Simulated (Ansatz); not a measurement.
# Run report: Al, geometry relaxation (part 2 of 2)

The same run, continued: Al (defect cell, 26 atoms in the cell); DFT PBE, scalar-relativistic, plane waves, PAW, no spin polarisation (Ansatz 0.2.0); cutoff 420 eV, 6×6×6 k-mesh, Gaussian smearing of 0.1 eV. The structure derives from a Materials Project entry. It belongs to a series of runs on one base structure; here: Al vacancy (site a), charge +0, atoms relaxed at the host's cell.

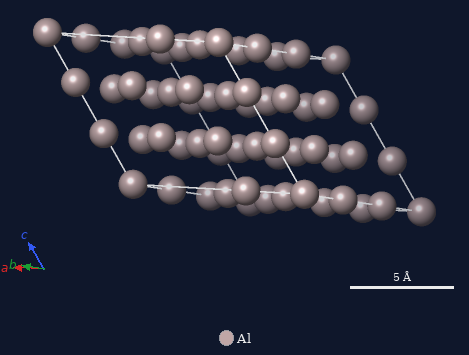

**Figure 1.** The geometry at step 2 of the log (spheres-only view of the cell of the calculation, seen at an oblique angle).

**The program's output, continued**
```
--- Forces (eV/Å), atoms counted from 1 ---
  atom   1  Al     0.01751933     0.01751933     0.00000000
  atom   2  Al    -0.01751933    -0.01751933     0.00000000
  atom   3  Al     0.00000000    -0.01751933     0.01751933
  atom   4  Al     0.01751933     0.00000000     0.01751933
  atom   5  Al     0.00027586    -0.00027586    -0.00027586
  atom   6  Al    -0.00000000     0.01751933    -0.01751933
  atom   7  Al    -0.00027586     0.00027586     0.00027586
  atom   8  Al    -0.01751933    -0.00000000    -0.01751933
  atom   9  Al    -0.01751933    -0.00000000     0.01751933
  atom  10  Al    -0.00000000     0.01751933     0.01751933
  atom  11  Al    -0.00027586     0.00027586    -0.00027586
  atom  12  Al     0.00027586     0.00027586     0.00027586
  atom  13  Al    -0.00000000     0.00000000     0.01432376
  atom  14  Al    -0.00027586    -0.00027586     0.00027586
  atom  15  Al    -0.01751933     0.01751933     0.00000000
  atom  16  Al     0.00000000     0.01432376    -0.00000000
  atom  17  Al    -0.01432376     0.00000000     0.00000000
  atom  18  Al     0.01751933     0.00000000    -0.01751933
  atom  19  Al     0.00027586    -0.00027586     0.00027586
  atom  20  Al     0.00000000    -0.01751933    -0.01751933
  atom  21  Al     0.01751933    -0.01751933     0.00000000
  atom  22  Al     0.01432376    -0.00000000    -0.00000000
  atom  23  Al    -0.00000000    -0.01432376     0.00000000
  atom  24  Al    -0.00027586    -0.00027586    -0.00027586
  atom  25  Al     0.00027586     0.00027586    -0.00027586
  atom  26  Al    -0.00000000    -0.00000000    -0.01432376
  max |Σ_I F_I| component: 1.16e-17 eV/Å
--- Band table (eV; the first three rows and the last of 16) ---
  k-point 0: bands = ["-3.4289", "-0.5667", "-0.5263", "-0.5263", "-0.5263", "-0.4825", "-0.4825", "-0.4825", "-0.1286", "0.4409", "0.4409", "0.5465", "0.5465", "0.5465", "1.4765", "4.2555", "4.2555", "4.2555", "4.3195", "4.3195", "4.3195", "4.3403", "4.3403", "4.6201", "4.6201", "4.6201", "5.0012", "6.4463", "6.4463", "6.4463", "6.4592", "6.5459", "6.5459", "6.6731", "6.6731", "6.6731", "7.0460", "7.0460", "7.0460", "7.9777", "7.9777", "7.9777", "7.9815", "7.9815", "7.9815", "8.0031", "8.0031", "8.0031", "8.0175", "8.0590", "8.2448", "8.2448", "8.2757", "8.2757", "8.2757", "8.6524", "8.6524", "8.6524", "10.2268", "12.0934", "12.0934", "12.0934", "12.2237", "12.2237", "12.3378"]
  k-point 1: bands = ["-3.3469", "-1.3742", "-0.7515", "-0.7515", "-0.6579", "-0.1542", "-0.1542", "-0.0986", "-0.0149", "-0.0149", "0.3863", "0.6816", "1.2191", "1.2191", "1.8363", "3.1444", "3.1444", "3.4392", "4.3315", "4.4062", "4.4062", "4.5957", "4.5957", "4.7204", "5.4602", "5.4602", "5.6703", "5.7586", "5.7586", "5.9957", "6.0747", "6.1882", "6.1882", "6.2477", "6.4012", "6.4012", "6.6878", "7.0082", "7.0082", "7.0472", "7.6716", "7.7163", "7.7163", "8.1161", "8.1161", "8.1905", "8.5255", "8.5382", "8.5382", "8.6725", "8.6725", "8.7034", "9.0761", "9.1205", "9.1205", "9.2906", "9.2906", "9.9259", "10.6879", "11.0263", "11.0263", "11.2550", "12.2602", "12.2602", "12.5226"]
  k-point 2: bands = ["-3.1031", "-2.0977", "-0.8395", "-0.8395", "-0.7797", "-0.4872", "-0.4872", "-0.1708", "0.4874", "0.4874", "0.7988", "1.7853", "2.0310", "2.0310", "2.1756", "2.1756", "2.2916", "2.7759", "4.2699", "4.2699", "4.4132", "4.5548", "4.6308", "4.6308", "4.8370", "4.8370", "4.8820", "4.9154", "5.4881", "5.5788", "5.5788", "5.8342", "5.8342", "6.1394", "6.8832", "6.9061", "6.9061", "7.1916", "7.1916", "7.3714", "7.4409", "7.4409", "7.4928", "8.5324", "8.5324", "8.6252", "9.5551", "9.5551", "9.5599", "9.5780", "9.6206", "9.6206", "9.7839", "9.9405", "9.9405", "10.1805", "10.1805", "10.3935", "10.5181", "10.5181", "10.8834", "10.9028", "10.9028", "11.5782", "11.7746"]
  k-point 15: bands = ["-2.3954", "-2.3328", "-2.0635", "-1.8018", "-0.7425", "-0.5216", "0.2382", "0.4349", "1.5071", "1.5453", "1.6500", "1.6566", "1.8332", "1.9454", "2.0388", "2.3123", "2.8049", "2.9073", "3.1043", "3.1915", "3.3850", "3.7364", "4.1049", "4.1427", "4.2281", "4.3210", "4.4232", "4.9920", "5.0629", "5.2958", "6.2575", "6.3813", "6.6015", "6.6022", "6.6786", "6.9545", "7.0830", "7.3524", "7.7952", "8.0971", "8.1826", "8.3269", "8.3951", "8.4905", "8.5017", "8.7533", "8.7717", "8.8944", "9.0379", "9.1892", "9.8641", "10.0609", "10.0903", "10.1667", "10.1917", "10.3646", "10.5361", "10.8293", "11.0251", "11.2248", "11.2866", "11.3335", "11.4015", "11.6404", "11.7460"]
--- Relaxed structure (3 steps of the walk, 3 accepted, 0 SCFs on fresh bases) ---
  F+E_penalty+E_count = -13974.31747096 eV   max|allowed force component| = 1.752e-2 eV/Å
  atoms:
    - { symbol: Al, position: [0.33754623196023603, 3.301652253032731e-20, 3.301652253032731e-20] }
    - { symbol: Al, position: [-0.00421289862690261, -8.343452154580762e-19, 9.003782605187309e-19] }
    - { symbol: Al, position: [0.6666666666666666, 0.3291204347064307, -2.7755575615628914e-17] }
    - { symbol: Al, position: [0.3375462319602359, 0.3291204347064306, 2.7755575615628914e-17] }
    - { symbol: Al, position: [0.00018673785581177493, 0.33352007118914506, -0.0005602135674352138] }
    - { symbol: Al, position: [0.6666666666666665, 0.6708795652935694, 0.0] }
    - { symbol: Al, position: [0.3331465954775216, 0.6664799288108549, 0.0005602135674352415] }
    - { symbol: Al, position: [-0.004212898626902661, 0.6708795652935694, 0.0] }
    - { symbol: Al, position: [0.6666666666666666, -2.7755575615628914e-17, 0.3291204347064307] }
    - { symbol: Al, position: [0.3375462319602359, 2.7755575615628914e-17, 0.3291204347064306] }
    - { symbol: Al, position: [0.00018673785581177493, -0.0005602135674352138, 0.33352007118914506] }
    - { symbol: Al, position: [0.6661064530992316, 0.3335200711891451, 0.3335200711891451] }
    - { symbol: Al, position: [0.3337107419915638, 0.3329559246751028, 0.3329559246751028] }
    - { symbol: Al, position: [0.00018673785581174718, 0.3335200711891451, 0.3335200711891451] }
    - { symbol: Al, position: [0.6666666666666667, 0.6708795652935693, 0.32912043470643065] }
    - { symbol: Al, position: [0.3337107419915639, 0.6670440753248972, 0.33295592467510277] }
    - { symbol: Al, position: [0.9996225913417693, 0.6670440753248973, 0.3329559246751027] }
    - { symbol: Al, position: [0.6666666666666665, 0.0, 0.6708795652935694] }
    - { symbol: Al, position: [0.3331465954775216, 0.0005602135674352415, 0.6664799288108549] }
    - { symbol: Al, position: [-0.004212898626902661, 0.0, 0.6708795652935694] }
    - { symbol: Al, position: [0.6666666666666667, 0.32912043470643065, 0.6708795652935693] }
    - { symbol: Al, position: [0.3337107419915639, 0.33295592467510277, 0.6670440753248972] }
    - { symbol: Al, position: [0.9996225913417693, 0.3329559246751027, 0.6670440753248973] }
    - { symbol: Al, position: [0.6672268802341019, 0.6664799288108549, 0.6664799288108549] }
    - { symbol: Al, position: [0.3331465954775217, 0.6664799288108549, 0.6664799288108549] }
    - { symbol: Al, position: [-0.00037740865823054914, 0.6670440753248973, 0.6670440753248973] }
```

**Trajectory as extended XYZ (Å, eV, eV/Å), 3 frames, from step=1 to step=3**
```
26
Lattice="-6.0624 -6.0624 0.0000 0.0000 -6.0624 6.0624 -6.0624 0.0000 6.0624" Properties=species:S:1:pos:R:3:forces:R:3 step=1 energy=-13974.28294
Al   -2.0208   -2.0208    0.0000   -0.1301  -0.1301   0.0000
Al    0.0000    0.0000    0.0000    0.1301   0.1301   0.0000
Al   -4.0416   -6.0624    2.0208    0.0000   0.1301  -0.1301
Al   -2.0208   -4.0416    2.0208   -0.1301   0.0000  -0.1301
Al    0.0000   -2.0208    2.0208    0.0145  -0.0145  -0.0145
Al   -4.0416   -8.0832    4.0416    0.0000  -0.1301   0.1301
Al   -2.0208   -6.0624    4.0416   -0.0145   0.0145   0.0145
Al    0.0000   -4.0416    4.0416    0.1301   0.0000   0.1301
Al   -6.0624   -4.0416    2.0208    0.1301   0.0000  -0.1301
Al   -4.0416   -2.0208    2.0208    0.0000  -0.1301  -0.1301
Al   -2.0208    0.0000    2.0208   -0.0145   0.0145  -0.0145
Al   -6.0624   -6.0624    4.0416    0.0145   0.0145   0.0145
Al   -4.0416   -4.0416    4.0416    0.0000   0.0000  -0.0195
Al   -2.0208   -2.0208    4.0416   -0.0145  -0.0145   0.0145
Al   -6.0624   -8.0832    6.0624    0.1301  -0.1301   0.0000
Al   -4.0416   -6.0624    6.0624    0.0000  -0.0195   0.0000
Al   -8.0832  -10.1041    6.0624    0.0195   0.0000   0.0000
Al   -8.0832   -4.0416    4.0416   -0.1301   0.0000   0.1301
Al   -6.0624   -2.0208    4.0416    0.0145  -0.0145   0.0145
Al   -4.0416    0.0000    4.0416    0.0000   0.1301   0.1301
Al   -8.0832   -6.0624    6.0624   -0.1301   0.1301   0.0000
Al   -6.0624   -4.0416    6.0624   -0.0195   0.0000   0.0000
Al  -10.1041   -8.0832    6.0624    0.0000   0.0195   0.0000
Al   -8.0832   -8.0832    8.0832   -0.0145  -0.0145  -0.0145
Al   -6.0624   -6.0624    8.0832    0.0145   0.0145  -0.0145
Al   -4.0416   -4.0416    8.0832    0.0000   0.0000   0.0195
26
Lattice="-6.0624 -6.0624 0.0000 0.0000 -6.0624 6.0624 -6.0624 0.0000 6.0624" Properties=species:S:1:pos:R:3:forces:R:3 step=2 energy=-13974.31747
Al   -2.0464   -2.0464    0.0000    0.0175   0.0175   0.0000
Al    0.0255    0.0255    0.0000   -0.0175  -0.0175   0.0000
Al   -4.0416   -6.0369    1.9953    0.0000  -0.0175   0.0175
Al   -2.0464   -4.0416    1.9953    0.0175   0.0000   0.0175
Al    0.0023   -2.0231    2.0185    0.0003  -0.0003  -0.0003
Al   -4.0416   -8.1088    4.0672    0.0000   0.0175  -0.0175
Al   -2.0231   -6.0602    4.0439   -0.0003   0.0003   0.0003
Al    0.0255   -4.0416    4.0672   -0.0175   0.0000  -0.0175
Al   -6.0369   -4.0416    1.9953   -0.0175   0.0000   0.0175
Al   -4.0416   -2.0464    1.9953    0.0000   0.0175   0.0175
Al   -2.0231    0.0023    2.0185   -0.0003   0.0003  -0.0003
Al   -6.0602   -6.0602    4.0439    0.0003   0.0003   0.0003
Al   -4.0416   -4.0416    4.0370    0.0000   0.0000   0.0143
Al   -2.0231   -2.0231    4.0439   -0.0003  -0.0003   0.0003
Al   -6.0369   -8.1088    6.0624   -0.0175   0.0175   0.0000
Al   -4.0416   -6.0670    6.0624    0.0000   0.0143   0.0000
Al   -8.0787  -10.1041    6.0624   -0.0143   0.0000   0.0000
Al   -8.1088   -4.0416    4.0672    0.0175   0.0000  -0.0175
Al   -6.0602   -2.0231    4.0439    0.0003  -0.0003   0.0003
Al   -4.0416    0.0255    4.0672    0.0000  -0.0175  -0.0175
Al   -8.1088   -6.0369    6.0624    0.0175  -0.0175   0.0000
Al   -6.0670   -4.0416    6.0624    0.0143   0.0000   0.0000
Al  -10.1041   -8.0787    6.0624    0.0000  -0.0143   0.0000
Al   -8.0855   -8.0855    8.0810   -0.0003  -0.0003  -0.0003
Al   -6.0602   -6.0602    8.0810    0.0003   0.0003  -0.0003
Al   -4.0416   -4.0416    8.0878    0.0000   0.0000  -0.0143
26
Lattice="-6.0624 -6.0624 0.0000 0.0000 -6.0624 6.0624 -6.0624 0.0000 6.0624" Properties=species:S:1:pos:R:3:forces:R:3 step=3 energy=-13974.31747
Al   -2.0464   -2.0464    0.0000    0.0175   0.0175   0.0000
Al    0.0255    0.0255    0.0000   -0.0175  -0.0175   0.0000
Al   -4.0416   -6.0369    1.9953    0.0000  -0.0175   0.0175
Al   -2.0464   -4.0416    1.9953    0.0175   0.0000   0.0175
Al    0.0023   -2.0231    2.0185    0.0003  -0.0003  -0.0003
Al   -4.0416   -8.1088    4.0672    0.0000   0.0175  -0.0175
Al   -2.0231   -6.0602    4.0439   -0.0003   0.0003   0.0003
Al    0.0255   -4.0416    4.0672   -0.0175   0.0000  -0.0175
Al   -6.0369   -4.0416    1.9953   -0.0175   0.0000   0.0175
Al   -4.0416   -2.0464    1.9953    0.0000   0.0175   0.0175
Al   -2.0231    0.0023    2.0185   -0.0003   0.0003  -0.0003
Al   -6.0602   -6.0602    4.0439    0.0003   0.0003   0.0003
Al   -4.0416   -4.0416    4.0370    0.0000   0.0000   0.0143
Al   -2.0231   -2.0231    4.0439   -0.0003  -0.0003   0.0003
Al   -6.0369   -8.1088    6.0624   -0.0175   0.0175   0.0000
Al   -4.0416   -6.0670    6.0624    0.0000   0.0143   0.0000
Al   -8.0787  -10.1041    6.0624   -0.0143   0.0000   0.0000
Al   -8.1088   -4.0416    4.0672    0.0175   0.0000  -0.0175
Al   -6.0602   -2.0231    4.0439    0.0003  -0.0003   0.0003
Al   -4.0416    0.0255    4.0672    0.0000  -0.0175  -0.0175
Al   -8.1088   -6.0369    6.0624    0.0175  -0.0175   0.0000
Al   -6.0670   -4.0416    6.0624    0.0143   0.0000   0.0000
Al  -10.1041   -8.0787    6.0624    0.0000  -0.0143   0.0000
Al   -8.0855   -8.0855    8.0810   -0.0003  -0.0003  -0.0003
Al   -6.0602   -6.0602    8.0810    0.0003   0.0003  -0.0003
Al   -4.0416   -4.0416    8.0878    0.0000   0.0000  -0.0143
```

**Key numbers**

| quantity | value |
| --- | --- |
| outcome | converged |
| electrons treated | 78 |
| free energy | −13974.3175 eV |
| Fermi energy | 7.486 eV |
| gap on the k-point mesh | none (metallic) |
| final volume | 445.63 Å³ |
| largest force (length of the vector) at the end | 0.025 eV/Å |
| hardware | 4 threads of Intel Xeon (Granite Rapids), 32 GiB of memory available, shared host |
| wall time | 13 s (CPU time 49 s) |
| peak memory | 1.4 GiB |
